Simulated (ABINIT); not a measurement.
Single-point calculation of Co (part 1 of 2)

System: Co (2 atoms in the cell).
Method: Kohn-Sham DFT of a periodic cell, PBE, JTH PAW PBE v2.0, spin-polarised (ABINIT 10.8.3).

The structure derives from a Materials Project entry.

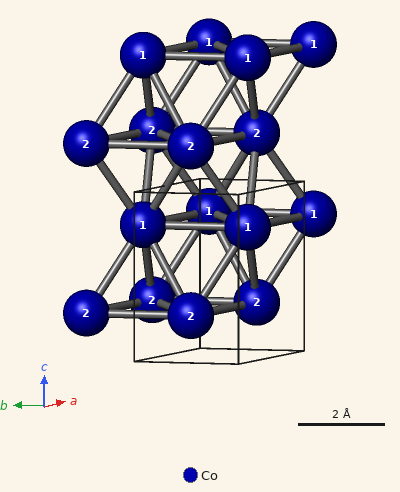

Figure 1. The structure (ball-and-stick view of the cell of the calculation, repeated 2 × 2 × 2, seen at an oblique angle; atoms are numbered from 1 in the order of the input). An atom can appear more than once, as a periodic image. Near neighbours in the periodic cell (some may lie outside the picture): Co has 12 Co at 2.47 Å.

Input
```
pp_dirpath "./"
pseudos "Co.GGA_PBE-JTH.xml"

acell 2.4719999032 2.4719999032 4.02114408 Angstrom
rprim
     1.0000000000     0.0000000000     0.0000000000
    -0.5000000000     0.8660254038     0.0000000000
     0.0000000000     0.0000000000     1.0000000000
ntypat 1
znucl 27
natom 2
typat 1 1
xred
     0.6666666667     0.3333333333     0.7500000000
     0.3333333333     0.6666666667     0.2500000000

ecut 707.496042 eV
pawecutdg 48.0
pawxcdev 0

kptopt 1
ngkpt 12 12 8
nshiftk 1
shiftk 0.0 0.0 0.0

ixc 11

nband 22
occopt 3
tsmear 0.1 eV

nsppol 2
spinat
     0.0000000000     0.0000000000     2.0000000000
     0.0000000000     0.0000000000     2.0000000000

nstep 100
tolvrs 1.0e-9

iomode 3
prtwf 0
prtden 0
prteig 0
prtebands 0
enunit 2
```

Launched with:
```bash
abinit run.abi > log 2>&1
```

The program's output
```
.Version 10.8.3 of ABINIT
 Symmetries : space group P6_3/m m c (#194); Bravais hP (primitive hexag.)
================================================================================
 Values of the parameters that define the memory need of the present run
     intxc =       0    ionmov =       0      iscf =      17    lmnmax =      18
     lnmax =       6     mgfft =      36  mpssoang =       3    mqgrid =    3001
     natom =       2  nloc_mem =       2    nspden =       2   nspinor =       1
    nsppol =       2      nsym =      24    n1xccc =       1    ntypat =       1
    occopt =       3   xclevel =       2
       mpw =         930          nfft =       20736          nkpt =          95
 PAW method is used; the additional fine FFT grid is defined by:
   mgfftf=        48    nfftf =     43200
================================================================================
================================================================================

--------------------------------------------------------------------------------
------------- Echo of variables that govern the present computation ------------
--------------------------------------------------------------------------------
 -outvars: echo values of preprocessed input variables --------
            acell      4.6714028003E+00  4.6714028003E+00  7.5988610240E+00 Bohr
              amu      5.89332000E+01
             ecut      2.60000000E+01 Hartree
           enunit           2
                       outvar_i_n : Printing only first  50 k-points.
              ixc          11
                       outvar_i_n : Printing only first  50 k-points.
         kptrlatt       12    0    0      0   12    0      0    0    8
          kptrlen      5.60568336E+01
            natom           2
            nband          22
            ngfft          24      24      36
          ngfftdg          30      30      48
             nkpt          95
           nspden           2
           nsppol           2
            nstep         100
             nsym          24
           ntypat           1
                       prtocc : prtvol=0, do not print more k-points.
                       1.000000  1.000000  1.000000  1.000000  1.000000  1.000000
                       1.000000  1.000000  1.000000  1.000000  1.000000  1.000000
                       1.000000  1.000000  1.000000  1.000000  1.000000  0.000000
                       0.000000  0.000000  0.000000  0.000000
                       1.000000  1.000000  1.000000  1.000000  1.000000  1.000000
                       1.000000  1.000000  1.000000  1.000000  1.000000  1.000000
                       1.000000  1.000000  1.000000  1.000000  1.000000  0.000000
                       0.000000  0.000000  0.000000  0.000000
                       1.000000  1.000000  1.000000  1.000000  1.000000  1.000000
                       1.000000  1.000000  1.000000  1.000000  1.000000  1.000000
                       1.000000  1.000000  1.000000  1.000000  1.000000  0.000000
                       0.000000  0.000000  0.000000  0.000000
                       1.000000  1.000000  1.000000  1.000000  1.000000  1.000000
                       1.000000  1.000000  1.000000  1.000000  1.000000  1.000000
                       1.000000  1.000000  1.000000  1.000000  1.000000  0.000000
                       0.000000  0.000000  0.000000  0.000000
                       1.000000  1.000000  1.000000  1.000000  1.000000  1.000000
                       1.000000  1.000000  1.000000  1.000000  1.000000  1.000000
                       1.000000  1.000000  1.000000  1.000000  1.000000  0.000000
                       0.000000  0.000000  0.000000  0.000000
                       1.000000  1.000000  1.000000  1.000000  1.000000  1.000000
                       1.000000  1.000000  1.000000  1.000000  1.000000  1.000000
                       1.000000  1.000000  1.000000  1.000000  1.000000  0.000000
                       0.000000  0.000000  0.000000  0.000000
                       1.000000  1.000000  1.000000  1.000000  1.000000  1.000000
                       1.000000  1.000000  1.000000  1.000000  1.000000  1.000000
                       1.000000  1.000000  1.000000  1.000000  1.000000  0.000000
                       0.000000  0.000000  0.000000  0.000000
                       1.000000  1.000000  1.000000  1.000000  1.000000  1.000000
                       1.000000  1.000000  1.000000  1.000000  1.000000  1.000000
                       1.000000  1.000000  1.000000  1.000000  1.000000  0.000000
                       0.000000  0.000000  0.000000  0.000000
                       1.000000  1.000000  1.000000  1.000000  1.000000  1.000000
                       1.000000  1.000000  1.000000  1.000000  1.000000  1.000000
                       1.000000  1.000000  1.000000  1.000000  1.000000  0.000000
                       0.000000  0.000000  0.000000  0.000000
                       1.000000  1.000000  1.000000  1.000000  1.000000  1.000000
                       1.000000  1.000000  1.000000  1.000000  1.000000  1.000000
                       1.000000  1.000000  1.000000  1.000000  1.000000  0.000000
                       0.000000  0.000000  0.000000  0.000000
                       1.000000  1.000000  1.000000  1.000000  1.000000  1.000000
                       1.000000  1.000000  1.000000  1.000000  1.000000  1.000000
                       1.000000  1.000000  1.000000  1.000000  1.000000  0.000000
                       0.000000  0.000000  0.000000  0.000000
                       1.000000  1.000000  1.000000  1.000000  1.000000  1.000000
                       1.000000  1.000000  1.000000  1.000000  1.000000  1.000000
                       1.000000  1.000000  1.000000  1.000000  1.000000  0.000000
                       0.000000  0.000000  0.000000  0.000000
                       1.000000  1.000000  1.000000  1.000000  1.000000  1.000000
                       1.000000  1.000000  1.000000  1.000000  1.000000  1.000000
                       1.000000  1.000000  1.000000  1.000000  1.000000  0.000000
                       0.000000  0.000000  0.000000  0.000000
                       1.000000  1.000000  1.000000  1.000000  1.000000  1.000000
                       1.000000  1.000000  1.000000  1.000000  1.000000  1.000000
                       1.000000  1.000000  1.000000  1.000000  1.000000  0.000000
                       0.000000  0.000000  0.000000  0.000000
                       1.000000  1.000000  1.000000  1.000000  1.000000  1.000000
                       1.000000  1.000000  1.000000  1.000000  1.000000  1.000000
                       1.000000  1.000000  1.000000  1.000000  1.000000  0.000000
                       0.000000  0.000000  0.000000  0.000000
                       1.000000  1.000000  1.000000  1.000000  1.000000  1.000000
                       1.000000  1.000000  1.000000  1.000000  1.000000  1.000000
                       1.000000  1.000000  1.000000  1.000000  1.000000  0.000000
                       0.000000  0.000000  0.000000  0.000000
                       1.000000  1.000000  1.000000  1.000000  1.000000  1.000000
                       1.000000  1.000000  1.000000  1.000000  1.000000  1.000000
                       1.000000  1.000000  1.000000  1.000000  1.000000  0.000000
                       0.000000  0.000000  0.000000  0.000000
                       1.000000  1.000000  1.000000  1.000000  1.000000  1.000000
                       1.000000  1.000000  1.000000  1.000000  1.000000  1.000000
                       1.000000  1.000000  1.000000  1.000000  1.000000  0.000000
                       0.000000  0.000000  0.000000  0.000000
                       1.000000  1.000000  1.000000  1.000000  1.000000  1.000000
                       1.000000  1.000000  1.000000  1.000000  1.000000  1.000000
                       1.000000  1.000000  1.000000  1.000000  1.000000  0.000000
                       0.000000  0.000000  0.000000  0.000000
                       1.000000  1.000000  1.000000  1.000000  1.000000  1.000000
                       1.000000  1.000000  1.000000  1.000000  1.000000  1.000000
                       1.000000  1.000000  1.000000  1.000000  1.000000  0.000000
                       0.000000  0.000000  0.000000  0.000000
                       1.000000  1.000000  1.000000  1.000000  1.000000  1.000000
                       1.000000  1.000000  1.000000  1.000000  1.000000  1.000000
                       1.000000  1.000000  1.000000  1.000000  1.000000  0.000000
                       0.000000  0.000000  0.000000  0.000000
                       1.000000  1.000000  1.000000  1.000000  1.000000  1.000000
                       1.000000  1.000000  1.000000  1.000000  1.000000  1.000000
                       1.000000  1.000000  1.000000  1.000000  1.000000  0.000000
                       0.000000  0.000000  0.000000  0.000000
                       1.000000  1.000000  1.000000  1.000000  1.000000  1.000000
                       1.000000  1.000000  1.000000  1.000000  1.000000  1.000000
                       1.000000  1.000000  1.000000  1.000000  1.000000  0.000000
                       0.000000  0.000000  0.000000  0.000000
                       1.000000  1.000000  1.000000  1.000000  1.000000  1.000000
                       1.000000  1.000000  1.000000  1.000000  1.000000  1.000000
                       1.000000  1.000000  1.000000  1.000000  1.000000  0.000000
                       0.000000  0.000000  0.000000  0.000000
                       1.000000  1.000000  1.000000  1.000000  1.000000  1.000000
                       1.000000  1.000000  1.000000  1.000000  1.000000  1.000000
                       1.000000  1.000000  1.000000  1.000000  1.000000  0.000000
                       0.000000  0.000000  0.000000  0.000000
                       1.000000  1.000000  1.000000  1.000000  1.000000  1.000000
                       1.000000  1.000000  1.000000  1.000000  1.000000  1.000000
                       1.000000  1.000000  1.000000  1.000000  1.000000  0.000000
                       0.000000  0.000000  0.000000  0.000000
                       1.000000  1.000000  1.000000  1.000000  1.000000  1.000000
                       1.000000  1.000000  1.000000  1.000000  1.000000  1.000000
                       1.000000  1.000000  1.000000  1.000000  1.000000  0.000000
                       0.000000  0.000000  0.000000  0.000000
                       1.000000  1.000000  1.000000  1.000000  1.000000  1.000000
                       1.000000  1.000000  1.000000  1.000000  1.000000  1.000000
                       1.000000  1.000000  1.000000  1.000000  1.000000  0.000000
                       0.000000  0.000000  0.000000  0.000000
                       1.000000  1.000000  1.000000  1.000000  1.000000  1.000000
                       1.000000  1.000000  1.000000  1.000000  1.000000  1.000000
                       1.000000  1.000000  1.000000  1.000000  1.000000  0.000000
                       0.000000  0.000000  0.000000  0.000000
                       1.000000  1.000000  1.000000  1.000000  1.000000  1.000000
                       1.000000  1.000000  1.000000  1.000000  1.000000  1.000000
                       1.000000  1.000000  1.000000  1.000000  1.000000  0.000000
                       0.000000  0.000000  0.000000  0.000000
                       1.000000  1.000000  1.000000  1.000000  1.000000  1.000000
                       1.000000  1.000000  1.000000  1.000000  1.000000  1.000000
                       1.000000  1.000000  1.000000  1.000000  1.000000  0.000000
                       0.000000  0.000000  0.000000  0.000000
                       1.000000  1.000000  1.000000  1.000000  1.000000  1.000000
                       1.000000  1.000000  1.000000  1.000000  1.000000  1.000000
                       1.000000  1.000000  1.000000  1.000000  1.000000  0.000000
                       0.000000  0.000000  0.000000  0.000000
                       1.000000  1.000000  1.000000  1.000000  1.000000  1.000000
                       1.000000  1.000000  1.000000  1.000000  1.000000  1.000000
                       1.000000  1.000000  1.000000  1.000000  1.000000  0.000000
                       0.000000  0.000000  0.000000  0.000000
                       1.000000  1.000000  1.000000  1.000000  1.000000  1.000000
                       1.000000  1.000000  1.000000  1.000000  1.000000  1.000000
                       1.000000  1.000000  1.000000  1.000000  1.000000  0.000000
                       0.000000  0.000000  0.000000  0.000000
                       1.000000  1.000000  1.000000  1.000000  1.000000  1.000000
                       1.000000  1.000000  1.000000  1.000000  1.000000  1.000000
                       1.000000  1.000000  1.000000  1.000000  1.000000  0.000000
                       0.000000  0.000000  0.000000  0.000000
                       1.000000  1.000000  1.000000  1.000000  1.000000  1.000000
                       1.000000  1.000000  1.000000  1.000000  1.000000  1.000000
                       1.000000  1.000000  1.000000  1.000000  1.000000  0.000000
                       0.000000  0.000000  0.000000  0.000000
                       1.000000  1.000000  1.000000  1.000000  1.000000  1.000000
                       1.000000  1.000000  1.000000  1.000000  1.000000  1.000000
                       1.000000  1.000000  1.000000  1.000000  1.000000  0.000000
                       0.000000  0.000000  0.000000  0.000000
                       1.000000  1.000000  1.000000  1.000000  1.000000  1.000000
                       1.000000  1.000000  1.000000  1.000000  1.000000  1.000000
                       1.000000  1.000000  1.000000  1.000000  1.000000  0.000000
                       0.000000  0.000000  0.000000  0.000000
                       1.000000  1.000000  1.000000  1.000000  1.000000  1.000000
                       1.000000  1.000000  1.000000  1.000000  1.000000  1.000000
                       1.000000  1.000000  1.000000  1.000000  1.000000  0.000000
                       0.000000  0.000000  0.000000  0.000000
                       1.000000  1.000000  1.000000  1.000000  1.000000  1.000000
                       1.000000  1.000000  1.000000  1.000000  1.000000  1.000000
                       1.000000  1.000000  1.000000  1.000000  1.000000  0.000000
                       0.000000  0.000000  0.000000  0.000000
                       1.000000  1.000000  1.000000  1.000000  1.000000  1.000000
                       1.000000  1.000000  1.000000  1.000000  1.000000  1.000000
                       1.000000  1.000000  1.000000  1.000000  1.000000  0.000000
                       0.000000  0.000000  0.000000  0.000000
                       1.000000  1.000000  1.000000  1.000000  1.000000  1.000000
                       1.000000  1.000000  1.000000  1.000000  1.000000  1.000000
                       1.000000  1.000000  1.000000  1.000000  1.000000  0.000000
                       0.000000  0.000000  0.000000  0.000000
                       1.000000  1.000000  1.000000  1.000000  1.000000  1.000000
                       1.000000  1.000000  1.000000  1.000000  1.000000  1.000000
                       1.000000  1.000000  1.000000  1.000000  1.000000  0.000000
                       0.000000  0.000000  0.000000  0.000000
                       1.000000  1.000000  1.000000  1.000000  1.000000  1.000000
                       1.000000  1.000000  1.000000  1.000000  1.000000  1.000000
                       1.000000  1.000000  1.000000  1.000000  1.000000  0.000000
                       0.000000  0.000000  0.000000  0.000000
                       1.000000  1.000000  1.000000  1.000000  1.000000  1.000000
                       1.000000  1.000000  1.000000  1.000000  1.000000  1.000000
                       1.000000  1.000000  1.000000  1.000000  1.000000  0.000000
                       0.000000  0.000000  0.000000  0.000000
                       1.000000  1.000000  1.000000  1.000000  1.000000  1.000000
                       1.000000  1.000000  1.000000  1.000000  1.000000  1.000000
                       1.000000  1.000000  1.000000  1.000000  1.000000  0.000000
                       0.000000  0.000000  0.000000  0.000000
                       1.000000  1.000000  1.000000  1.000000  1.000000  1.000000
                       1.000000  1.000000  1.000000  1.000000  1.000000  1.000000
                       1.000000  1.000000  1.000000  1.000000  1.000000  0.000000
                       0.000000  0.000000  0.000000  0.000000
                       1.000000  1.000000  1.000000  1.000000  1.000000  1.000000
```
